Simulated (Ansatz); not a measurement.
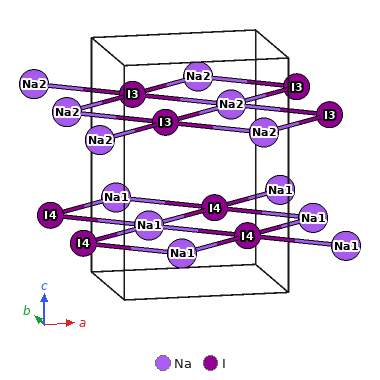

The system is NaI (Cmmm, No. 65; 4 atoms in the cell); the picture shows the reference structure. The energy is mapped over two homogeneous strains (x along [1 0 0], y along [0 0 −1], z along [0 1 0] of the conventional cell). The first coordinate is: engineering shear strain xz; the second: normal strain along z. Nothing is relaxed (fractional coordinates fixed). Grid: 7 × 7 points; 28 points were computed and 21 follow by symmetry. Points are written as (first, second). Energies: meV/atom, counted from the lowest grid point. The band gap closes in part of the range. The D3 coefficients switch with the coordination numbers inside this range, which puts artificial structure into the map. Method: Ansatz, DFT PBE+D3(BJ), scalar-relativistic, plane waves, PAW. Settings: cutoff 520 eV, k-mesh 6×8×4 in the order of the run's cell vectors, gaussian smearing 0.05 eV, no spin polarisation.

Its coordinates:

```
CELL_PARAMETERS angstrom
4.77225 0.00000 0.00000
0.00000 4.10189 0.00000
0.00000 0.00000 6.77378
ATOMIC_POSITIONS crystal
Na 0.25000 0.50000 0.24999
Na 0.75000 0.50000 0.75001
I 0.25000 0.00000 0.74991
I 0.75000 0.00000 0.25009
```

The input of one point:

```yaml
crystal:
  lattice:
    - [4.7722534545, 0.0, 0.0]
    - [0.0, 4.1018944388, 0.0]
    - [0.0, 0.0, 6.7737783826]
  atoms:
    - { symbol: Na, position: [0.25, 0.5, 0.2499880837] }
    - { symbol: Na, position: [0.75, 0.5, 0.7500119163] }
    - { symbol: I, position: [0.25, 0.0, 0.7499134626] }
    - { symbol: I, position: [0.75, 0.0, 0.2500865374] }
basis:
  ecutwfc: 520.0
kpoints:
  mp_grid: { grid: [6, 8, 4] }
hamiltonian:
  xc: pbe
  dispersion: d3bj
scf:
  occupations: { method: gaussian, width: 0.05 }
output:
  forces: true
  stress: true
  eigenvalues: true
  write_density: true
  write_potential: true
  elf: true
  volumetric_format: npy
```

Range: engineering shear strain xz from −30 to 30 %; normal strain along z from −11.0 to 11.0 %.

**What will the energy surface look like?**

The lowest grid point is at (0 %, 0.0 %). The highest grid point, (−30 %, −11.0 %), lies 380 meV/atom above the lowest.

```
normal strain along z ↓, engineering shear strain xz →  −30  −20  −10   0  10   20   30
                                                  11.0  103   52   25  16  25   52  103
                                                   7.3  116   53   19   8  19   53  116
                                                   3.7  139   59   16   2  16   59  139
                                                   0.0  172   71   17   0  17   71  172
                                                  −3.7  220   92   24   3  24   92  220
                                                  −7.3  288  125   39  12  39  125  288
                                                 −11.0  380  174   65  31  65  174  380
```

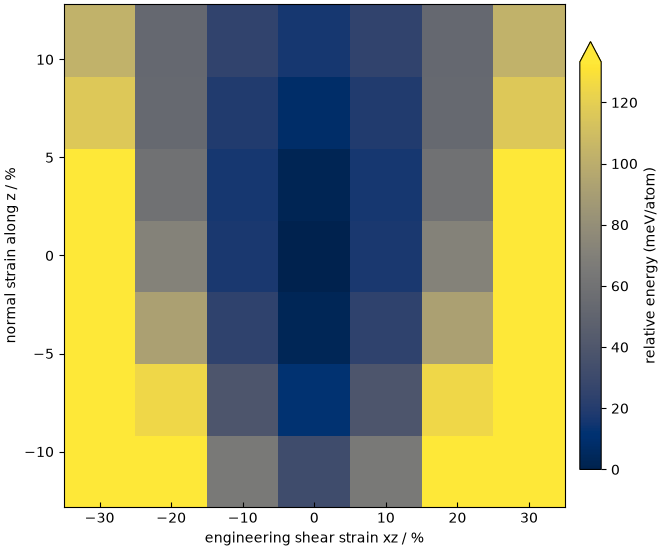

In the figure: one coloured cell a grid point, one colour for all values above the top of the scale.

Time for the 28 points that were run: 17 min on 1 thread of Arm Neoverse N1, on a shared host.
